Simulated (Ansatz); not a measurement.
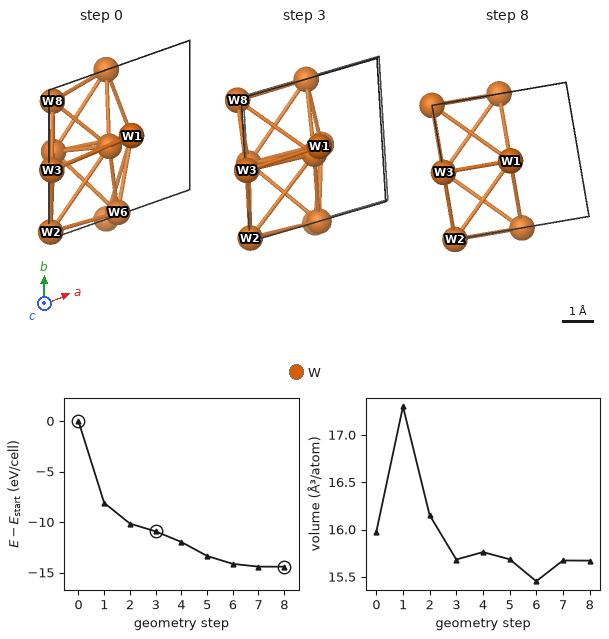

Frames of a relaxation of solid W (set up in P1), marked on the history of the run. Style: ball-and-stick. Shown: the cell of the calculation, reduced to other axes, along the c axis. Lengths and directions refer to the drawn axes.

Case: all atoms moved at random, sigma 0.25 Å for each component; relaxed back.

Level of theory: DFT PBEsol, scalar-relativistic, plane waves, PAW in Ansatz.

Input
```yaml
crystal:
  lattice:
    - [-3.9979915338, -3.9979915338, 0.0]
    - [0.0, -3.9979915338, 3.9979915338]
    - [-3.9979915338, 0.0, 3.9979915338]
  atoms:
    - { symbol: W, position: [0.5000909142, -0.084341891, -0.0022624798] }
    - { symbol: W, position: [0.0457423969, -0.0268081814, -0.0309236885] }
    - { symbol: W, position: [0.4576478224, 0.56156157, -0.0398888841] }
    - { symbol: W, position: [0.0020753903, 0.5376488748, 0.053432379] }
    - { symbol: W, position: [0.5771736512, -0.0738397458, 0.4642023516] }
    - { symbol: W, position: [0.0183201561, -0.0101099203, 0.5034570425] }
    - { symbol: W, position: [0.4811848633, 0.5837563291, 0.5067192342] }
    - { symbol: W, position: [-0.0822351944, 0.5121329646, 0.5452640452] }
basis:
  ecutwfc: 420
kpoints:
  mp_grid: { grid: [8, 8, 8] }
hamiltonian:
  xc: pbesol
scf:
  occupations: { method: gaussian, width: 0.15 }
output:
  forces: true
  stress: true
  eigenvalues: true
relax:
  adjacent_minimum: "off"
  f_tol: 0.01
  max_steps: 80
  cell: { stress_tol: 0.1 }
```

Launched with:
```bash
ansatz run input.yaml --threads 2 --pin off --max-ram 5120MiB --backend cpu --events-out ev --progress --plain --runs-dir out
```

Describe the path.

Answer. The run was cut off at its time limit before the program reported convergence, but its last step already meets the force threshold: the largest component is 0.0019 eV/Å against 0.01 eV/Å. The pressure is within 0.01 GPa of its target. The energy falls by 14.415 eV per cell of the calculation in 8 geometry steps. The largest force component goes from 12 to 0.0019 eV/Å. The pressure goes from 53.65 to 0.01 GPa. W1 moves most relative to the cell: 0.46 Å along −a. Cell: a 5.654 → 5.462 Å (−3.4 %), b 5.654 → 5.461 Å (−3.4 %), c 5.654 → 6.304 Å (+11.5 %), α 60.0° → 54.7°, β 60.0° → 54.7°, γ 60.0° → 70.5°. Volume −1.9 %. Some distances before and after: W4–W5 4.803 → 3.154 Å, W2–W7 4.595 → 3.154 Å, W1–W8 4.576 → 3.154 Å, W3–W6 4.132 → 3.154 Å. New bonds form, among them: W3–W6 (4.13 → 3.15 Å). The space group (tolerance 0.01 Å) goes from P1 (No. 1) to Im-3m (No. 229). The run took 17 min on 2 threads of Arm Neoverse V2, on a shared host, peak memory 1.7 GiB. From step 0 to 3: W3 moves most (0.47 Å), volume −1.8 %, energy −10.921 eV per cell of the calculation. From step 3 to 8: W atoms move most (0.21 Å), energy −3.494 eV per cell of the calculation.
